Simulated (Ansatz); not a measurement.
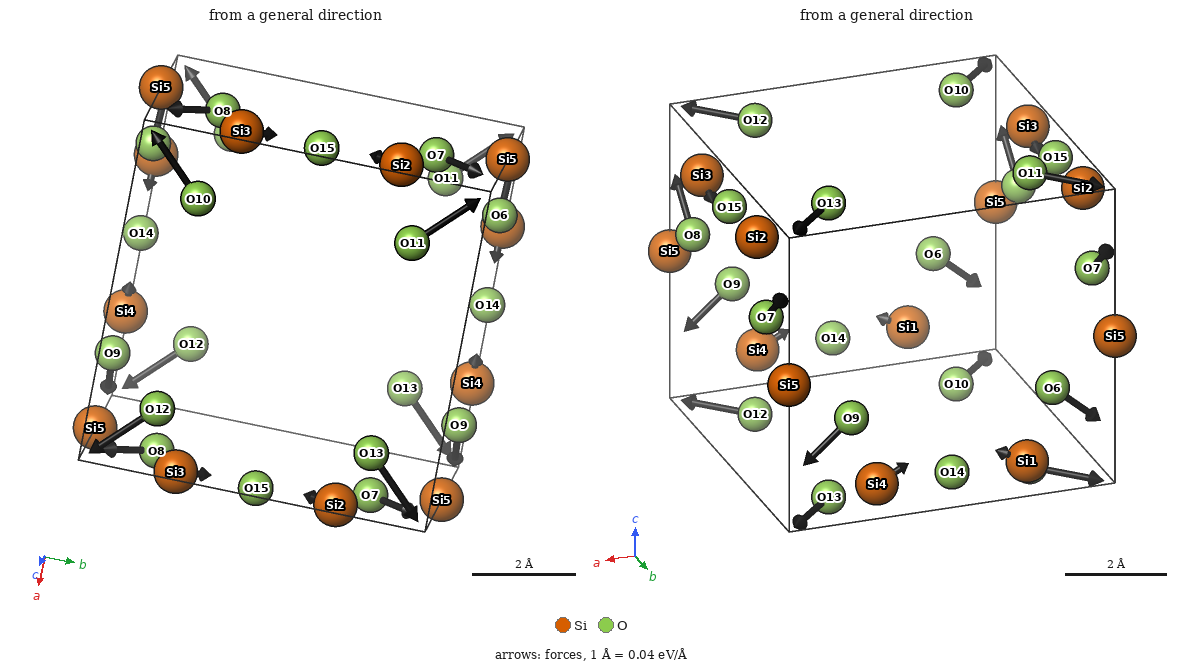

Spheres-only drawing of the structure, looking from two general directions. Lines trace the edges of the simulation cell. The arrows are the computed forces on the atoms.

System: SiO2. Run with DFT, PBE0, plane waves, PAW in Ansatz 0.2.0 and these settings: a cutoff energy of 420 eV, a 2×2×2 k-point grid, no spin polarisation.

> Would an optimiser stop at this geometry?

No. The atoms still feel forces of up to about 0.052 eV/Å, above a usual threshold of 0.01 to 0.03 eV/Å.

> Where is the maximum force, and how large is it?

O10, O11, O12 and O13, about 0.052 eV/Å.

The cell started as a structure listed in the Materials Project. Earlier steps of the study, as a rule a relaxation of our own, may have changed the cell and positions, so they can lie some per cent off the listed ones. It was the input of a calculation with Ansatz.
